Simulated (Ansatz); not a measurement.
## Two runs on Li$_{2}$O

System: Li$_{2}$O (3 atoms in the cell).
Method of run 1: DFT, r2SCAN, plane waves, PAW, no spin polarisation (Ansatz 0.2.0).

The structure was built on a prototype by a generator. The geometry comes from this level: PBE. Text and figures count atoms from 1; the logs count them from 0 in places.

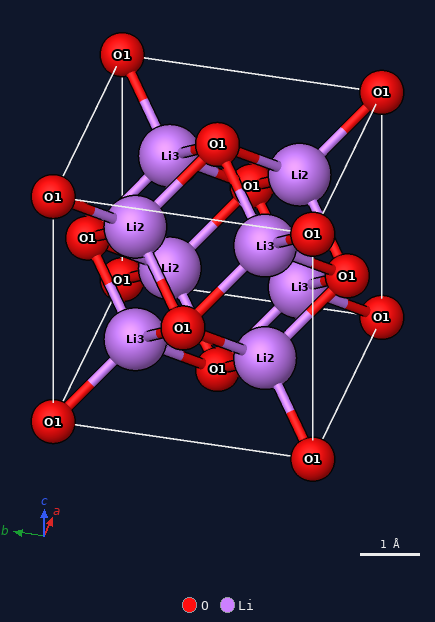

The structure as given in the input (ball-and-stick view of the cell 4 times as large as that of the calculation, set on its symmetry axes, seen at an oblique angle; atoms are numbered from 1 in the order of the input). Near neighbours in the crystal (not all of them lie inside the picture): O has 8 Li at 2.00 Å; Li has 4 O at 2.00 Å.

**The input, run 1**
```yaml
crystal:
  lattice:
    - [0.0, 2.3125918975, 2.3125918975]
    - [2.3125918975, 0.0, 2.3125918975]
    - [2.3125918975, 2.3125918975, 0.0]
  atoms:
    - { symbol: O, position: [0.0, 0.0, 0.0] }
    - { symbol: Li, position: [0.25, 0.25, 0.25] }
    - { symbol: Li, position: [0.75, 0.75, 0.75] }
kpoints:
  mp_grid: { grid: [8, 8, 8] }
hamiltonian:
  xc: r2scan
scf:
  occupations: { method: fermi_dirac, width: 0.02 }
relax:
  f_tol: 0.005
  cell: {}
```

Command:
```bash
ansatz run input.yaml --threads 4 --pin off --max-ram 7372MiB --backend cpu --events-out ev --progress --plain --runs-dir out
```

Hardware: 4 threads of Arm Neoverse V1, 24 GiB of memory available, shared host.

**Output, shortened to warnings, some set-up lines, iterations and results (run 1)**
```
Basis set: ecut = 500 eV, 609 PW (Γ), exchange–correlation on 96×96×96 points (64 copies of the dense FFT grid, shifted against one another)
Symmetry: 48 space group operations
k-points: 29 of 512
Initial density: superposition of atomic densities (neutral atoms: chi_scale 0, normalization atom), corrected by the library's trained network
[...]
SCF iter   1: F=—  HF=-982.098781 eV  |F-HF|=—  |Δ(HF+E_count)|=         —  Δρ=6.80e-3  dr2=1.28e-2  dr2_τ=5.90e-2  ethr=1.77e-3  ⟨swp⟩=5.9  Hψ=1702  notcnv=0
SCF iter   2: F=—  HF=-982.189838 eV  |F-HF|=—  |Δ(HF+E_count)|=   9.11e-2  Δρ=5.34e-3  dr2=2.49e-3  dr2_τ=7.61e-4  ethr=1.07e-4  ⟨swp⟩=3.0  Hψ=919  notcnv=0
SCF iter   3: F=—  HF=-982.189559 eV  |F-HF|=—  |Δ(HF+E_count)|=   2.79e-4  Δρ=1.77e-3  dr2=5.64e-4  dr2_τ=4.55e-5  ethr=2.08e-5  ⟨swp⟩=2.1  Hψ=489  notcnv=0
SCF iter   4: F=—  HF=-982.189500 eV  |F-HF|=—  |Δ(HF+E_count)|=   5.84e-5  Δρ=6.33e-4  dr2=4.94e-5  dr2_τ=4.78e-6  ethr=4.70e-6  ⟨swp⟩=1.8  Hψ=313  notcnv=0
SCF iter   5: F=—  HF=-982.189494 eV  |F-HF|=—  |Δ(HF+E_count)|=   6.26e-6  Δρ=1.40e-4  dr2=1.33e-6  dr2_τ=3.16e-7  ethr=4.11e-7  ⟨swp⟩=1.0  Hψ=290  notcnv=0
[... 24 lines ...]
SCF iter   3: F=—  HF=-982.196904 eV  |F-HF|=—  |Δ(HF+E_count)|=   8.81e-8  Δρ=1.45e-5  dr2=2.86e-8  dr2_τ=5.03e-9  ethr=3.46e-10  ⟨swp⟩=2.0  Hψ=406  notcnv=0
SCF iter   4: F=—  HF=-982.196904 eV  |F-HF|=—  |Δ(HF+E_count)|=   3.70e-9  Δρ=1.10e-6  dr2=7.37e-11  dr2_τ=5.79e-11  ethr=2.39e-10  ⟨swp⟩=2.1  Hψ=370  notcnv=0
SCF iter   5: F=-982.196904 eV  HF=-982.196904 eV  |F-HF|=2.73e-12  |Δ(HF+E_count)|=  1.61e-10  Δρ=2.52e-7  dr2=3.50e-12  dr2_τ=2.78e-12  ethr=1.00e-12  ⟨swp⟩=4.7  Hψ=939  …
SCF 5 converged in 5 iterations: F = -982.196904 eV  dr2 = 3.50e-12
relax step   5: F+E_penalty+E_count = -982.19690358 eV  Δ(F+E_penalty+E_count) = +2.374e-4 eV  max|allowed force component| = 1.110e-16 eV/Å  Δτ_max = 0.0000 Å  P = +0.007 …
basis re-selected at this cell: Δ(F+E_penalty+E_count) = +2.374e-4 eV, ΔP = +0.012 GPa vs the last step (what re-selecting the basis moved, of the pressure what is left beyond the Pulay correction that the steps carried, after the strain that the cell walked since its last selection, with what the …
SCF converged after 5 iterations
Free energy (F): -982.196904 eV
Harris-Foulkes:  -982.196904 eV  (|F-HF|=2.73e-12)
Internal energy: -982.196904 eV  (E = F + TS)
E sigma→0 (E₀):  -982.196904 eV
Fermi energy:    5.620058 eV
--- Per-component energies (eV) ---
  E_band       = -182.784763
  E_kinetic    = 224.594530
  E_local      = -562.305299  (includes V_loc(G=0)·N_el)
  E_nonlocal   = -18.737335
  E_hartree    = 186.531537
  E_xc         = -96.851208
  E_vxc        = -139.487322  (∫ρ·V_xc dr)
  E_paw        = -203.781134  (= ΣΔE_a)
  E_vpaw       = -68.955596  (= ΣTr[D̂ρ^β])
  E_aug_tail   = 0.000910  (compensation charges beyond the density's cutoff)
  E_vtau       = 9.042247  (kinetic-family band-sum trace: ∫τ·v_τ [+ j·A + Jᵃ·Aᵃ] dr)
  E_ewald      = -511.616964
  E_core_change = -0.031941  (= ΣΔE_core)
  E_smearing   = -0.000000  (= −TS)
  E_closure    = 0.000000  (closes the sum)
  Σ components = -982.196904   (vs F -982.196904, Δ=0.00e0)
--- Forces (eV/Å), atoms counted from 1 ---
  atom   1  O     -0.00000000     0.00000000    -0.00000000
  atom   2  Li    -0.00000000    -0.00000000    -0.00000000
  atom   3  Li     0.00000000     0.00000000     0.00000000
  max |Σ_I F_I| component: 2.31e-17 eV/Å
--- Stress (GPa, compression-positive) ---
        0.006880      -0.000000      -0.000000
       -0.000000       0.006880      -0.000000
       -0.000000      -0.000000       0.006880
  P = ⅓ Tr σ = 0.0069 GPa (0.069 kbar)
--- Relaxed structure (4 steps of the walk, 4 accepted, 1 SCFs on fresh bases) ---
  F+E_penalty+E_count = -982.19690358 eV   max|allowed force component| = 1.110e-16 eV/Å   (the final SCF, on the basis selected at the relaxed cell)
  cell:  # Å, volume = 23.9039 Å³
    - [-3.3756839717933276e-34, 2.2863684467582246, 2.2863684467582246]
    - [2.2863684467582246, -1.6305190505265886e-33, 2.2863684467582246]
    - [2.2863684467582246, 2.2863684467582246, -1.5095039647453185e-33]
  atoms:
    - { symbol: O, position: [-1.9200700684340234e-34, 1.2087188081406956e-34, 2.8801051026510353e-34] }
[...]
```

The input of run 2 differs as follows (lines with − go, lines with + come):
```diff
-  xc: r2scan
+  xc: lda
```

How does run 2 compare with run 1?

The total energies belong to different methods, so their difference says nothing on which is more stable or more accurate. The volume per atom goes from 7.97 to 7.56 Å³. The functional changes from r2SCAN to LDA. The SCF takes 44 iterations over all geometry steps against 24. The default cutoff goes from 500 to 420 eV with the change.

**Output, shortened to warnings, some set-up lines, iterations and results (run 2)**
```
Basis set: ecut = 420 eV, 531 PW (Γ)
Symmetry: 48 space group operations
k-points: 29 of 512
Initial density: superposition of atomic densities (neutral atoms: chi_scale 0, normalization atom), corrected by the library's trained network
[...]
SCF iter   1: F=—  HF=-961.898442 eV  |F-HF|=—  |Δ(HF+E_count)|=         —  Δρ=1.60e-2  dr2=5.55e-2  ethr=1.77e-3  ⟨swp⟩=4.8  Hψ=1657  notcnv=0
SCF iter   2: F=—  HF=-961.877170 eV  |F-HF|=—  |Δ(HF+E_count)|=   2.13e-2  Δρ=5.26e-3  dr2=6.48e-3  ethr=4.62e-4  ⟨swp⟩=2.0  Hψ=617  notcnv=0
SCF iter   3: F=—  HF=-961.873991 eV  |F-HF|=—  |Δ(HF+E_count)|=   3.18e-3  Δρ=6.20e-4  dr2=5.16e-5  ethr=5.40e-5  ⟨swp⟩=2.3  Hψ=565  notcnv=0
SCF iter   4: F=—  HF=-961.873974 eV  |F-HF|=—  |Δ(HF+E_count)|=   1.73e-5  Δρ=4.96e-5  dr2=6.21e-7  ethr=4.30e-7  ⟨swp⟩=1.7  Hψ=360  notcnv=0
SCF iter   5: F=-961.873973 eV  HF=-961.873973 eV  |F-HF|=5.85e-9  |Δ(HF+E_count)|=   5.63e-8  Δρ=9.91e-6  dr2=1.22e-8  ethr=5.17e-9  ⟨swp⟩=2.1  Hψ=377  notcnv=0
[... 48 lines ...]
SCF iter   6: F=-961.921036 eV  HF=-961.921036 eV  |F-HF|=1.14e-13  |Δ(HF+E_count)|=  3.41e-13  Δρ=5.09e-10  dr2=1.72e-17  ethr=1.00e-12  ⟨swp⟩=1.0  Hψ=290  notcnv=0
SCF iter   7: F=-961.921036 eV  HF=-961.921036 eV  |F-HF|=0.00e0  |Δ(HF+E_count)|=  3.41e-13  Δρ=6.53e-11  dr2=5.60e-19  ethr=1.00e-12  ⟨swp⟩=1.0  Hψ=290  notcnv=0
SCF iter   8: F=-961.921036 eV  HF=-961.921036 eV  |F-HF|=2.27e-13  |Δ(HF+E_count)|=    0.00e0  Δρ=9.59e-12  dr2=1.66e-20  ethr=1.00e-12  ⟨swp⟩=1.0  Hψ=698  notcnv=0
SCF 7 converged in 8 iterations: F = -961.921036 eV  dr2 = 1.66e-20
relax step   7: F+E_penalty+E_count = -961.92103646 eV  Δ(F+E_penalty+E_count) = +5.977e-4 eV  max|allowed force component| = 1.604e-16 eV/Å  Δτ_max = 0.0000 Å  P = -0.019 …
basis re-selected at this cell: Δ(F+E_penalty+E_count) = +5.977e-4 eV, ΔP = -0.020 GPa vs the last step (what re-selecting the basis moved, of the pressure what is left beyond the Pulay correction that the steps carried, after the strain that the cell walked since its last selection, with what the …
SCF converged after 8 iterations
Free energy (F): -961.921036 eV
Harris-Foulkes:  -961.921036 eV  (|F-HF|=2.27e-13)
Internal energy: -961.921036 eV  (E = F + TS)
E sigma→0 (E₀):  -961.921036 eV
Fermi energy:    5.623597 eV
--- Per-component energies (eV) ---
  E_band       = -166.247540
  E_kinetic    = 223.148480
  E_local      = -547.024375  (includes V_loc(G=0)·N_el)
  E_nonlocal   = -15.469972
  E_hartree    = 178.745010
  E_xc         = -96.294973
  E_vxc        = -124.284126  (∫ρ·V_xc dr)
  E_paw        = -184.548286  (= ΣΔE_a)
  E_vpaw       = -60.110122  (= ΣTr[D̂ρ^β])
  E_aug_tail   = 0.002554  (compensation charges beyond the density's cutoff)
  E_ewald      = -520.576396
  E_core_change = 0.096921  (= ΣΔE_core)
  E_smearing   = -0.000000  (= −TS)
  E_closure    = 0.000000  (closes the sum)
  Σ components = -961.921036   (vs F -961.921036, Δ=0.00e0)
--- Forces (eV/Å), atoms counted from 1 ---
  atom   1  O     -0.00000000     0.00000000    -0.00000000
  atom   2  Li    -0.00000000    -0.00000000    -0.00000000
  atom   3  Li     0.00000000     0.00000000     0.00000000
  max |Σ_I F_I| component: 5.55e-17 eV/Å
--- Stress (GPa, compression-positive) ---
       -0.018778      -0.000000      -0.000000
       -0.000000      -0.018778       0.000000
       -0.000000      -0.000000      -0.018778
  P = ⅓ Tr σ = -0.0188 GPa (-0.188 kbar)
--- Relaxed structure (5 steps of the walk, 5 accepted, 2 SCFs on fresh bases) ---
  F+E_penalty+E_count = -961.92103646 eV   max|allowed force component| = 1.604e-16 eV/Å   (the final SCF, on the basis selected at the relaxed cell)
  cell:  # Å, volume = 22.6908 Å³
    - [-6.305522890708293e-34, 2.2470186727990917, 2.2470186727990917]
    - [2.2470186727990917, -8.91690105756728e-34, 2.2470186727990917]
    - [2.2470186727990917, 2.2470186727990917, -6.369215041119149e-36]
  atoms:
    - { symbol: O, position: [2.0867026553218404e-34, -1.5864434356846627e-34, -2.6469640645975817e-34] }
    - { symbol: Li, position: [0.25, 0.25, 0.25] }
[...]
```

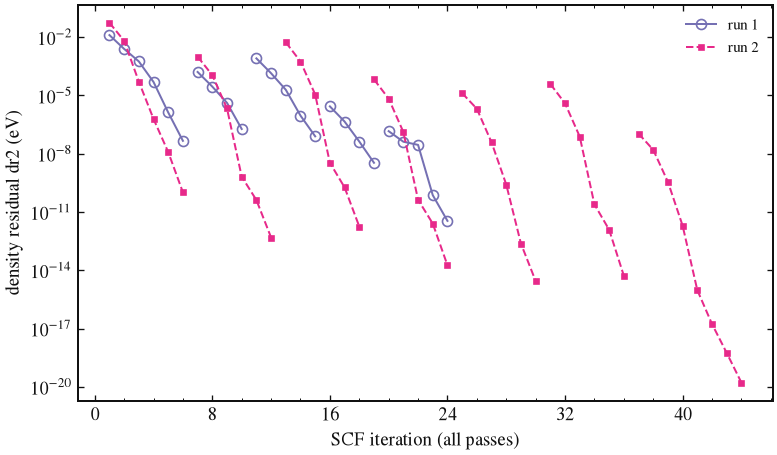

Convergence of the two runs: density residual dr2 against the SCF iteration. A break in a curve parts two SCF passes. Run 1 takes 24 iterations in all, and run 2 takes 44.

**The two runs side by side**

```csv
quantity,run 1,run 2
outcome,converged,converged
free energy per atom (eV),−327.3990,−320.6403
pressure (GPa),0.01,−0.02
volume per atom (Å³),7.97,7.56
largest force (eV/Å),0.000,0.000
SCF iterations,24,44
irreducible k-points,29,29
wall time (shared host),2 s,1.7 s
```
